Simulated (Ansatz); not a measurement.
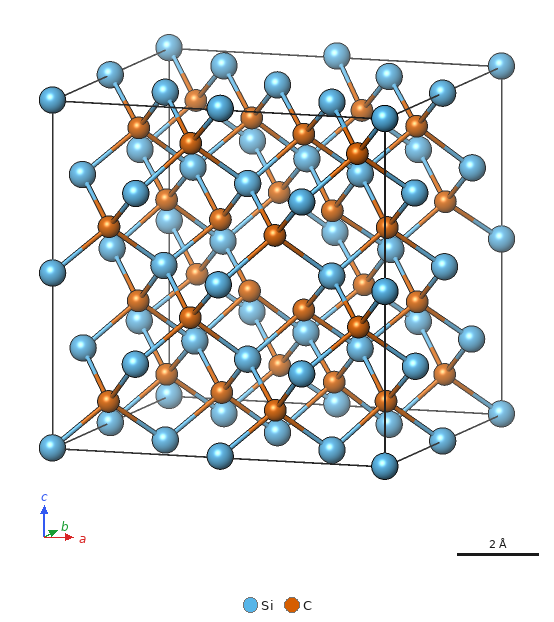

**Figure 1.** The starting structure (ball-and-stick view of the cell of the calculation, seen slightly off an axis).

# Geometry relaxation of Si$_{31}$C$_{32}$ (charge +1) (part 1 of 2)

Si$_{31}$C$_{32}$ (defect cell, 63 atoms in the cell, total charge +1), computed with DFT, PBEsol, PAW, plane waves (Ansatz 0.2.0).

## The program's output
```
Pseudopotentials: kind: paw
Functional definition: PBEsol
  exchange = pbesol_x
  correlation = pbesol_c
Crystal: 63 atoms, lattice volume = 661.620 Å³
Basis set: ecut = 420 eV, 13037 PW (Γ), exchange–correlation on 120×120×120 points (8 copies of the dense FFT grid, shifted against one another)
Bands: 189, of which v1, the nominal top of the filled ones, is band 126 counted from 1 (125 counted from 0)
Symmetry: 1 space group operations
k-points: 1
Non-local potential: Si, projectors of the file, l = 0: 2, l = 1: 2, l = 2: 2
Non-local potential: C, projectors of the file, l = 0: 2, l = 1: 2, l = 2: 1
PAW form: soft (Blöchl's): semilocal exchange-correlation on the pseudo side does not see the compensation charge
PAW frozen core: Si, regenerated for the run's functional, and the local potential with it (the file was generated under x = pbe(κ = 0.804, μ = 0.2195149727645171), c = pbe(β = 0.06672455060314922))
PAW frozen core: C, regenerated for the run's functional, and the local potential with it (the file was generated under x = pbe(κ = 0.804, μ = 0.2195149727645171), c = pbe(β = 0.06672455060314922))
PAW one-centre angular grid: Si, 110 points (default); XC on 64 Gauss nodes
PAW one-centre angular grid: C, 110 points (default); XC on 64 Gauss nodes
Initial density: superposition of atomic densities (chi_scale 0.1, normalization cell)
Starting moments: Σ|m| = 1 μB on 4 of 63 sites
Initial wavefunctions: pseudopotential atomic-orbital guess
Functional: x = pbesol(κ = 0.804, μ = 0.12345679012345678), c = pbesol(β = 0.046)
SCF iter   1: F=—  HF=-27229.045919 eV  |F-HF|=—  |Δ(HF+E_count)|=         —  Δρ=7.33e-2 (↑7.31e-2 ↓7.33e-2)  dr2=1.72e2  dr2_m=1.85e-1  M=1.000 μB ∫|m|=1.119 μB  β_m=0.30  ethr=3.10e-3  ⟨swp⟩=6.0  Hψ=1699  notcnv=0  defer=46
preconditioner: auto → Resta (q_TF=auto, 2.321 Å⁻¹)  ε∞=4.3  [insulator: Δε(μ)=0.222 eV  Ē_g=12.568 eV  σ=0.010 eV  W_gap=1.00  n_scr=146 (ndim 8)  ℏωp=22.9 eV  f_vac=0.000  D(μ)=0.00/eV (n_scr^D=0)  ε∞_Penn≈4.3]
spin=Collinear: Resta preconditioning applied to the charge; magnetization (m = ρ↑ − ρ↓) channel mixes plain (no charge-response kernel on spin).
SCF iter   2: F=—  HF=-27192.345832 eV  |F-HF|=—  |Δ(HF+E_count)|=    3.67e1  Δρ=4.10e-2 (↑4.04e-2 ↓4.10e-2)  dr2=5.14e1  dr2_m=6.97e-2  M=1.000 μB ∫|m|=1.116 μB  β_m=0.30  ethr=3.10e-3  ⟨swp⟩=3.0  Hψ=707  notcnv=0  defer=113
SCF iter   3: F=—  HF=-27177.431433 eV  |F-HF|=—  |Δ(HF+E_count)|=    1.49e1  Δρ=1.44e-2 (↑1.43e-2 ↓1.44e-2)  dr2=3.54e0  dr2_m=6.32e-2  M=1.000 μB ∫|m|=1.256 μB  β_m=0.30  ethr=3.10e-3  ⟨swp⟩=3.0  Hψ=542  notcnv=0  defer=113
SCF iter   4: F=—  HF=-27176.803200 eV  |F-HF|=—  |Δ(HF+E_count)|=   6.28e-1  Δρ=7.82e-3 (↑7.82e-3 ↓7.59e-3)  dr2=1.04e0  dr2_m=3.69e-2  M=1.000 μB ∫|m|=1.187 μB  β_m=0.30  ethr=1.41e-3  ⟨swp⟩=2.0  Hψ=447  notcnv=0  defer=113
SCF iter   5: F=—  HF=-27176.683535 eV  |F-HF|=—  |Δ(HF+E_count)|=   1.20e-1  Δρ=3.86e-3 (↑3.86e-3 ↓3.76e-3)  dr2=2.30e-1  dr2_m=2.23e-2  M=1.000 μB ∫|m|=1.196 μB  β_m=0.30  ethr=4.15e-4  ⟨swp⟩=2.0  Hψ=270  notcnv=0  defer=113
SCF iter   6: F=—  HF=-27176.680113 eV  |F-HF|=—  |Δ(HF+E_count)|=   3.42e-3  Δρ=1.77e-3 (↑1.72e-3 ↓1.77e-3)  dr2=1.53e-2  dr2_m=1.38e-2  M=1.000 μB ∫|m|=1.203 μB  β_m=0.30  ethr=9.18e-5  ⟨swp⟩=3.0  Hψ=530  notcnv=0  defer=113
SCF iter   7: F=—  HF=-27176.689224 eV  |F-HF|=—  |Δ(HF+E_count)|=   9.11e-3  Δρ=1.34e-3 (↑1.34e-3 ↓1.29e-3)  dr2=5.65e-3  dr2_m=8.50e-3  M=1.000 μB ∫|m|=1.197 μB  β_m=0.30  ethr=6.08e-6  ⟨swp⟩=2.5  Hψ=579  notcnv=0  defer=113
SCF iter   8: F=—  HF=-27176.695711 eV  |F-HF|=—  |Δ(HF+E_count)|=   6.49e-3  Δρ=9.95e-4 (↑9.95e-4 ↓9.12e-4)  dr2=1.06e-3  dr2_m=5.24e-3  M=1.000 μB ∫|m|=1.193 μB  β_m=0.30  ethr=2.25e-6  ⟨swp⟩=2.0  Hψ=576  notcnv=0  defer=113
Mixer restart at iter 8: flushing history
spin-set hold released at iteration 8 (site moments contracting): the magnetisation degrees of freedom join the quasi-Newton model from the next iteration; the mixer history was flushed
SCF iter   9: F=—  HF=-27176.698897 eV  |F-HF|=—  |Δ(HF+E_count)|=   3.19e-3  Δρ=7.54e-4 (↑7.54e-4 ↓7.26e-4)  dr2=3.21e-4  dr2_m=3.20e-3  M=1.000 μB ∫|m|=1.188 μB  β_m=0.65  ethr=4.20e-7  ⟨swp⟩=2.5  Hψ=498  notcnv=0  defer=113
SCF iter  10: F=—  HF=-27176.704110 eV  |F-HF|=—  |Δ(HF+E_count)|=   5.21e-3  Δρ=2.43e-4 (↑1.87e-4 ↓2.43e-4)  dr2=1.11e-3  dr2_m=1.72e-4  M=1.000 μB ∫|m|=1.170 μB  β_m=0.62  ethr=1.28e-7  ⟨swp⟩=3.0  Hψ=733  notcnv=0  defer=113
SCF iter  11: F=—  HF=-27176.704247 eV  |F-HF|=—  |Δ(HF+E_count)|=   1.37e-4  Δρ=1.15e-4 (↑1.15e-4 ↓6.60e-5)  dr2=1.80e-4  dr2_m=3.25e-5  M=1.000 μB ∫|m|=1.163 μB  β_m=0.61  ethr=1.28e-7  ⟨swp⟩=2.5  Hψ=516  notcnv=0  defer=113
SCF iter  12: F=—  HF=-27176.704262 eV  |F-HF|=—  |Δ(HF+E_count)|=   1.48e-5  Δρ=5.62e-5 (↑5.62e-5 ↓4.44e-5)  dr2=1.72e-5  dr2_m=1.37e-5  M=1.000 μB ∫|m|=1.158 μB  β_m=0.81  ethr=8.96e-9  ⟨swp⟩=14.5  Hψ=2387  notcnv=0
SCF iter  13: F=—  HF=-27176.704288 eV  |F-HF|=—  |Δ(HF+E_count)|=   2.59e-5  Δρ=4.05e-5 (↑2.58e-5 ↓4.05e-5)  dr2=4.50e-5  dr2_m=2.62e-6  M=1.000 μB ∫|m|=1.153 μB  β_m=0.66  ethr=6.86e-9  ⟨swp⟩=6.0  Hψ=1335  notcnv=0
SCF iter  14: F=—  HF=-27176.704287 eV  |F-HF|=—  |Δ(HF+E_count)|=   1.31e-6  Δρ=1.04e-5 (↑1.04e-5 ↓1.04e-5)  dr2=2.32e-7  dr2_m=6.05e-7  M=1.000 μB ∫|m|=1.150 μB  β_m=0.83  ethr=6.86e-9  ⟨swp⟩=4.0  Hψ=1302  notcnv=0
SCF iter  15: F=-27176.704287 eV  HF=-27176.704288 eV  |F-HF|=6.54e-7  |Δ(HF+E_count)|=   1.26e-6  Δρ=5.26e-6 (↑5.26e-6 ↓4.43e-6)  dr2=8.18e-7  dr2_m=5.48e-8  M=1.000 μB ∫|m|=1.149 μB  ethr=9.25e-11  ⟨swp⟩=4.0  Hψ=914  notcnv=0
SCF 1 converged in 15 iterations: F = -27176.704287 eV  dr2 = 8.18e-7
  greatest PAW one-centre occupation: 0.684 electrons in one spin orbital (limit 2), on the C atom at site 38 (counted from 0), in its partial waves of l = 0
relax step   1: F+E_penalty+E_count = -27176.70428746 eV  Δ(F+E_penalty+E_count) = +0.000e0 eV  max|allowed force component| = 2.082e0 eV/Å  Δτ_max = 0.0000 Å  (15 SCF iters, dr2 threshold 2.25e-5 eV, accepted)
Initial density: handed on by an earlier stage of this run
Starting moments: Σ|m| = 1 μB on 4 of 63 sites; this step starts from the density that it was given
Initial wavefunctions: those handed on with the density
iter 1 solved again at ethr=3.87e-4 eV; its pass at ethr=3.10e-3 eV (dr2=9.71e-1 eV) is discarded
SCF iter   1: F=—  HF=-27178.303160 eV  |F-HF|=—  |Δ(HF+E_count)|=         —  Δρ=6.81e-3 (↑5.78e-3 ↓6.81e-3)  dr2=9.64e-1  dr2_m=3.05e-2  M=1.000 μB ∫|m|=1.118 μB  β_m=0.30  ethr=3.87e-4  ⟨swp⟩=1.5  Hψ=1296  notcnv=0  defer=116
preconditioner: auto → Resta (q_TF=auto, 2.321 Å⁻¹)  ε∞=4.8  [insulator: Δε(μ)=0.629 eV  Ē_g=11.734 eV  σ=0.010 eV  W_gap=1.00  n_scr=146 (ndim 8)  ℏωp=22.9 eV  f_vac=0.000  D(μ)=0.00/eV (n_scr^D=0)  ε∞_Penn≈4.8]
spin=Collinear: Resta preconditioning applied to the charge; magnetization (m = ρ↑ − ρ↓) channel mixes plain (no charge-response kernel on spin).
SCF iter   2: F=—  HF=-27178.171545 eV  |F-HF|=—  |Δ(HF+E_count)|=   1.32e-1  Δρ=4.48e-3 (↑3.72e-3 ↓4.48e-3)  dr2=3.42e-1  dr2_m=1.56e-2  M=1.000 μB ∫|m|=1.119 μB  β_m=0.53  ethr=3.84e-4  ⟨swp⟩=2.0  Hψ=274  notcnv=0  defer=116
relax step   2: F+E_penalty+E_count = -27178.10553820 eV  Δ(F+E_penalty+E_count) = -1.401e0 eV  max|allowed force component| = 1.058e0 eV/Å  Δτ_max = 0.1451 Å  (9 SCF iters, dr2 threshold 1.00e-4 eV, accepted)
preconditioner: auto → Resta (q_TF=auto, 2.321 Å⁻¹)  ε∞=4.8  [insulator: Δε(μ)=0.684 eV  Ē_g=11.766 eV  σ=0.010 eV  W_gap=1.00  n_scr=146 (ndim 8)  ℏωp=22.9 eV  f_vac=0.000  D(μ)=0.00/eV (n_scr^D=0)  ε∞_Penn≈4.8]
spin=Collinear: Resta preconditioning applied to the charge; magnetization (m = ρ↑ − ρ↓) channel mixes plain (no charge-response kernel on spin).
relax step   3: F+E_penalty+E_count = -27178.55629943 eV  Δ(F+E_penalty+E_count) = -4.508e-1 eV  max|allowed force component| = 1.856e-1 eV/Å  Δτ_max = 0.1087 Å  (8 SCF iters, dr2 threshold 7.00e-5 eV, accepted)
preconditioner: auto → Resta (q_TF=auto, 2.321 Å⁻¹)  ε∞=4.8  [insulator: Δε(μ)=0.617 eV  Ē_g=11.747 eV  σ=0.010 eV  W_gap=1.00  n_scr=146 (ndim 8)  ℏωp=22.9 eV  f_vac=0.000  D(μ)=0.00/eV (n_scr^D=0)  ε∞_Penn≈4.8]
spin=Collinear: Resta preconditioning applied to the charge; magnetization (m = ρ↑ − ρ↓) channel mixes plain (no charge-response kernel on spin).
relax step   4: F+E_penalty+E_count = -27178.54565233 eV  Δ(F+E_penalty+E_count) = +1.065e-2 eV  max|allowed force component| = 3.243e-1 eV/Å  Δτ_max = 0.0224 Å  (8 SCF iters, dr2 threshold 2.15e-6 eV, rejected (line search))
preconditioner: auto → Resta (q_TF=auto, 2.321 Å⁻¹)  ε∞=4.8  [insulator: Δε(μ)=0.675 eV  Ē_g=11.746 eV  σ=0.010 eV  W_gap=1.00  n_scr=146 (ndim 8)  ℏωp=22.9 eV  f_vac=0.000  D(μ)=0.00/eV (n_scr^D=0)  ε∞_Penn≈4.8]
spin=Collinear: Resta preconditioning applied to the charge; magnetization (m = ρ↑ − ρ↓) channel mixes plain (no charge-response kernel on spin).
SCF iter   8: F=-27178.569247 eV  HF=-27178.569247 eV  |F-HF|=2.15e-10  |Δ(HF+E_count)|=   7.35e-8  Δρ=1.13e-6 (↑8.51e-7 ↓1.13e-6)  dr2=9.37e-9  dr2_m=4.60e-9  M=1.000 μB ∫|m|=1.102 μB  β_m=0.91  ethr=3.92e-11  ⟨swp⟩=2.0  Hψ=1135  notcnv=0
iter 9 did not close the SCF: its close was put off for a magnetic moment that had not settled (scf_convergence_deferred on its scf_iter line)
SCF iter   9: F=-27178.569247 eV  HF=-27178.569247 eV  |F-HF|=5.50e-9  |Δ(HF+E_count)|=   1.02e-8  Δρ=1.00e-6 (↑1.00e-6 ↓3.56e-7)  dr2=9.40e-9  dr2_m=2.41e-9  M=1.000 μB ∫|m|=1.102 μB  β_m=0.96  ethr=3.73e-12  ⟨swp⟩=1.0  Hψ=893  notcnv=0
iter 10 did not close the SCF: its close was put off for a magnetic moment that had not settled (scf_convergence_deferred on its scf_iter line)
SCF iter  10: F=-27178.569247 eV  HF=-27178.569247 eV  |F-HF|=1.09e-8  |Δ(HF+E_count)|=   5.17e-9  Δρ=8.46e-7 (↑2.31e-7 ↓8.46e-7)  dr2=1.36e-8  dr2_m=9.42e-10  M=1.000 μB ∫|m|=1.102 μB  β_m=0.82  ethr=3.73e-12  ⟨swp⟩=1.0  Hψ=876  notcnv=0
SCF iter  11: F=-27178.569247 eV  HF=-27178.569247 eV  |F-HF|=4.37e-11  |Δ(HF+E_count)|=  2.44e-10  Δρ=3.68e-7 (↑3.68e-7 ↓3.23e-7)  dr2=7.61e-10  dr2_m=6.18e-10  M=1.000 μB ∫|m|=1.102 μB  ethr=3.73e-12  ⟨swp⟩=1.0  Hψ=867  notcnv=0
SCF 5 converged in 11 iterations: F = -27178.569247 eV  dr2 = 7.61e-10
  greatest PAW one-centre occupation: 0.675 electrons in one spin orbital (limit 2), on the C atom at site 38 (counted from 0), in its partial waves of l = 0
relax step   5: F+E_penalty+E_count = -27178.56924749 eV  Δ(F+E_penalty+E_count) = -1.295e-2 eV  max|allowed force component| = 3.874e-2 eV/Å  Δτ_max = 0.0109 Å  (11 SCF iters, accepted)
SCF iter   1: F=—  HF=-27178.570544 eV  |F-HF|=—  |Δ(HF+E_count)|=         —  Δρ=2.81e-4 (↑2.06e-4 ↓2.81e-4)  dr2=1.19e-3  dr2_m=7.73e-5  M=1.000 μB ∫|m|=1.103 μB  β_m=0.30  ethr=4.74e-6  ⟨swp⟩=2.5  Hψ=677  notcnv=0  defer=116
preconditioner: auto → Resta (q_TF=auto, 2.321 Å⁻¹)  ε∞=4.8  [insulator: Δε(μ)=0.675 eV  Ē_g=11.745 eV  σ=0.010 eV  W_gap=1.00  n_scr=146 (ndim 8)  ℏωp=22.9 eV  f_vac=0.000  D(μ)=0.00/eV (n_scr^D=0)  ε∞_Penn≈4.8]
spin=Collinear: Resta preconditioning applied to the charge; magnetization (m = ρ↑ − ρ↓) channel mixes plain (no charge-response kernel on spin).
SCF iter   2: F=—  HF=-27178.570382 eV  |F-HF|=—  |Δ(HF+E_count)|=   1.62e-4  Δρ=1.89e-4 (↑1.37e-4 ↓1.89e-4)  dr2=4.72e-4  dr2_m=3.98e-5  M=1.000 μB ∫|m|=1.103 μB  β_m=0.55  ethr=4.72e-7  ⟨swp⟩=2.0  Hψ=438  notcnv=0  defer=116
SCF iter   3: F=—  HF=-27178.570305 eV  |F-HF|=—  |Δ(HF+E_count)|=   7.67e-5  Δρ=5.03e-5 (↑4.58e-5 ↓5.03e-5)  dr2=9.15e-5  dr2_m=2.04e-6  M=1.000 μB ∫|m|=1.103 μB  β_m=0.51  ethr=1.88e-7  ⟨swp⟩=2.0  Hψ=478  notcnv=0  defer=116
SCF iter   4: F=—  HF=-27178.569900 eV  |F-HF|=—  |Δ(HF+E_count)|=   4.05e-4  Δρ=1.77e-5 (↑1.44e-5 ↓1.77e-5)  dr2=5.66e-6  dr2_m=3.37e-7  M=1.000 μB ∫|m|=1.103 μB  β_m=0.55  ethr=3.64e-8  ⟨swp⟩=2.0  Hψ=387  notcnv=0  defer=116
SCF iter   5: F=—  HF=-27178.569901 eV  |F-HF|=—  |Δ(HF+E_count)|=   3.93e-7  Δρ=8.57e-6 (↑6.40e-6 ↓8.57e-6)  dr2=1.06e-6  dr2_m=8.28e-8  M=1.000 μB ∫|m|=1.103 μB  β_m=0.65  ethr=2.26e-9  ⟨swp⟩=2.0  Hψ=479  notcnv=0  defer=116
iter 6 did not close the SCF: its close was put off for a magnetic moment that had not settled (scf_convergence_deferred on its scf_iter line)
SCF iter   6: F=-27178.569901 eV  HF=-27178.569901 eV  |F-HF|=2.97e-9  |Δ(HF+E_count)|=   1.84e-7  Δρ=2.31e-6 (↑1.52e-6 ↓2.31e-6)  dr2=6.33e-8  dr2_m=8.83e-9  M=1.000 μB ∫|m|=1.103 μB  β_m=0.67  ethr=3.98e-11  ⟨swp⟩=9.0  Hψ=2049  notcnv=0
iter 7 did not close the SCF: its close was put off for a magnetic moment that had not settled (scf_convergence_deferred on its scf_iter line)
SCF iter   7: F=-27178.569901 eV  HF=-27178.569901 eV  |F-HF|=2.63e-9  |Δ(HF+E_count)|=   1.75e-8  Δρ=6.22e-7 (↑5.75e-7 ↓6.22e-7)  dr2=3.94e-9  dr2_m=1.24e-9  M=1.000 μB ∫|m|=1.103 μB  β_m=0.82  ethr=2.52e-11  ⟨swp⟩=2.0  Hψ=889  notcnv=0
SCF iter   8: F=-27178.569901 eV  HF=-27178.569901 eV  |F-HF|=1.31e-10  |Δ(HF+E_count)|=   3.73e-9  Δρ=1.72e-7 (↑1.72e-7 ↓1.62e-7)  dr2=5.56e-10  dr2_m=8.52e-11  M=1.000 μB ∫|m|=1.103 μB  ethr=1.57e-12  ⟨swp⟩=1.0  Hψ=893  notcnv=0
SCF 6 converged in 8 iterations: F = -27178.569901 eV  dr2 = 5.56e-10
relax step   6: F+E_penalty+E_count = -27178.56990094 eV  Δ(F+E_penalty+E_count) = -6.535e-4 eV  max|allowed force component| = 3.650e-3 eV/Å  Δτ_max = 0.0074 Å  (8 SCF iters, accepted)
```

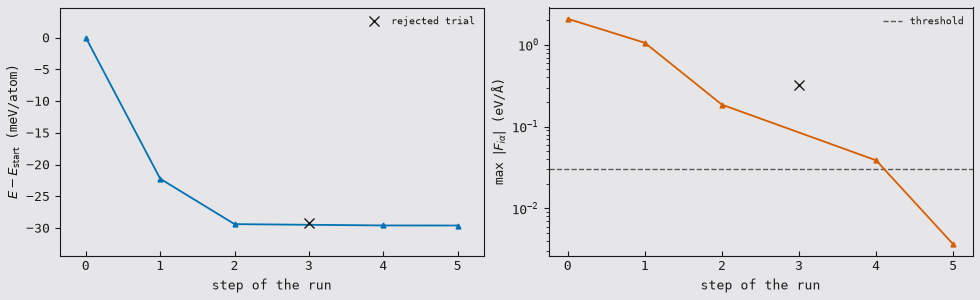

**Figure 2.** Progress of the relaxation, step by step (the first geometry is step 0 here and step 1 in the log).

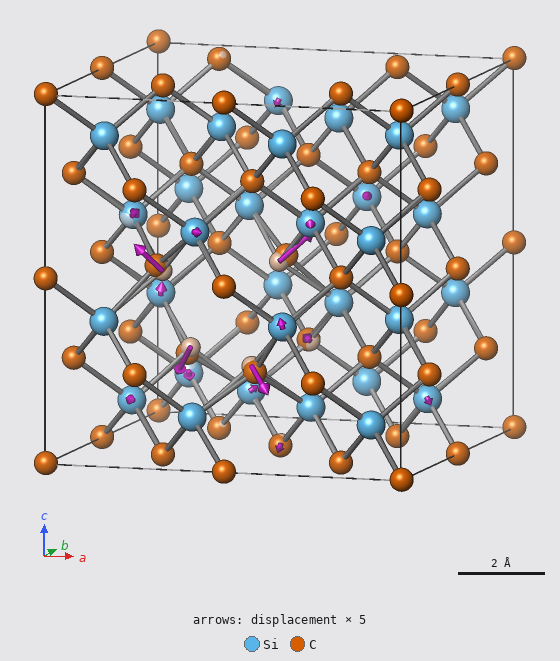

**Figure 3.** Start (faint) and end (solid) with the displacements as pink arrows, magnified 5 times (ball-and-stick view of the cell of the calculation (origin shifted), seen slightly off an axis). The largest move is that of C39, 0.23 Å. By element the largest moves are C 0.23 Å, Si 0.07 Å. The cell doesn't change. Distances before and after: Si15–C39 1.928 → 1.839 Å, Si19–C51 1.960 → 1.874 Å, Si28–C48 1.958 → 1.876 Å, Si7–C61 1.807 → 1.883 Å. Among the angles that change: C50–Si11–C58 112.3° → 101.7°, Si18–C50–Si30 105.8° → 115.4°, C34–Si18–C50 111.2° → 102.3°. The energy falls by 29.6 meV per atom in 5 geometry steps. Largest force component: 2.1 eV/Å at the start, 0.0037 eV/Å at the end. The line search rejected the trial step at point 3 (counted from 0) and went back. (Atoms are counted from 1 in the order of the input.)

```
SCF converged after 8 iterations
Magnetization: 1.0000 μB (126.0000 up, 125.0000 down)
Absolute magnetization: 1.1050 μB (∫|ρ↑−ρ↓|, with the PAW one-centre terms)
Spin contamination: 0.0034 ħ² per cell (⟨S²⟩ above its minimum at these occupations)
Per-site moments (μB) at R_I (Å): [(5.279623248165497e-6, 0.7773166551444284), (0.003036363601305679, 0.7709944110141769), (0.0030335740860018994, 0.7709994350695974), (8.078915292448325e-5, 0.776943330211294), (0.0030366161491862677, 0.7710196470218134), (8.079380693291378e-5, 0.7769410897903691), (8.079126544608083e-5, 0.7769299860157292), (6.420745796183217e-6, 0.7757943853601363), (0.001358719
Free energy (F): -27178.569901 eV
Harris-Foulkes:  -27178.569901 eV  (|F-HF|=1.31e-10)
Internal energy: -27178.569901 eV  (E = F + TS)
E sigma→0 (E₀):  -27178.569901 eV
Fermi energy:    9.312285 eV
--- Per-component energies (eV) ---
  E_band       = 795.458678
  E_kinetic    = 4252.107108
  E_local      = -3553.396789  (includes V_loc(G=0)·N_el)
  E_nonlocal   = 1640.409829
  E_hartree    = 1085.248380
  E_xc         = -3274.785007
  E_vxc        = -3421.654452  (∫ρ·V_xc dr)
  E_paw        = -18517.857362  (= ΣΔE_a)
  E_vpaw       = -292.504248  (= ΣTr[D̂ρ^β])
  E_aug_tail   = 0.000362  (compensation charges beyond the density's cutoff)
  E_ewald      = -8811.950019
  E_core_change = 1.653597  (= ΣΔE_core)
  E_smearing   = -0.000000  (= −TS)
  E_closure    = -0.000000  (closes the sum)
  E_deformation_potential = 17.706608  (in the stress; not in F)
  Σ components = -27178.569901   (vs F -27178.569901, Δ=0.00e0)
--- Forces (eV/Å), atoms counted from 1 ---
  atom   1  Si     0.00026032    -0.00121809    -0.00008266
  atom   2  Si    -0.00131595    -0.00070316     0.00018730
  atom   3  Si    -0.00184980     0.00023932    -0.00019957
  atom   4  Si    -0.00126402    -0.00006091    -0.00130178
  atom   5  Si     0.00002986    -0.00091178    -0.00130935
  atom   6  Si    -0.00004550    -0.00070308    -0.00075799
  atom   7  Si    -0.00010956     0.00020152     0.00029765
  atom   8  Si     0.00176137     0.00091470     0.00081838
  atom   9  Si    -0.00012460    -0.00079376    -0.00265388
  atom  10  Si     0.00089418    -0.00073955    -0.00035098
  atom  11  Si     0.00163988    -0.00164685     0.00089871
  atom  12  Si    -0.00166373     0.00180263    -0.00005267
  atom  13  Si    -0.00116446     0.00062421    -0.00031791
  atom  14  Si     0.00031788     0.00042719     0.00142681
  atom  15  Si     0.00167605     0.00196553    -0.00135731
  atom  16  Si     0.00177781     0.00004513     0.00068529
  atom  17  Si     0.00189810    -0.00117115    -0.00044880
  atom  18  Si    -0.00072903    -0.00184332    -0.00020663
  atom  19  Si     0.00204426     0.00191609    -0.00062962
  atom  20  Si    -0.00077114    -0.00079048     0.00180805
  atom  21  Si    -0.00042154    -0.00011482     0.00093405
  atom  22  Si    -0.00041844    -0.00153108    -0.00015197
  atom  23  Si     0.00122291    -0.00210814     0.00079254
  atom  24  Si    -0.00059676     0.00069824     0.00050604
  atom  25  Si    -0.00162755     0.00135363    -0.00033649
  atom  26  Si    -0.00067144    -0.00108726     0.00157584
  atom  27  Si     0.00051341     0.00070838     0.00095288
  atom  28  Si    -0.00013685     0.00024862     0.00110957
  atom  29  Si     0.00113649     0.00043329    -0.00167035
  atom  30  Si     0.00067372    -0.00103715     0.00054143
  atom  31  Si    -0.00094232     0.00238769     0.00255513
  atom  32  C     -0.00015236    -0.00037804    -0.00121912
  atom  33  C     -0.00193274    -0.00115061     0.00019848
  atom  34  C     -0.00103946     0.00141613    -0.00110499
  atom  35  C      0.00289176    -0.00102046    -0.00107661
  atom  36  C      0.00075482    -0.00129970    -0.00047926
  atom  37  C     -0.00087323     0.00122008    -0.00079203
  atom  38  C     -0.00180606    -0.00036182     0.00030292
  atom  39  C     -0.00184959    -0.00251952    -0.00082932
  atom  40  C     -0.00118827    -0.00056917    -0.00166446
  atom  41  C      0.00069714     0.00082683     0.00365017
  atom  42  C     -0.00066025     0.00007865    -0.00030696
  atom  43  C      0.00083735     0.00079533     0.00016735
  atom  44  C      0.00023065     0.00075407    -0.00002284
```
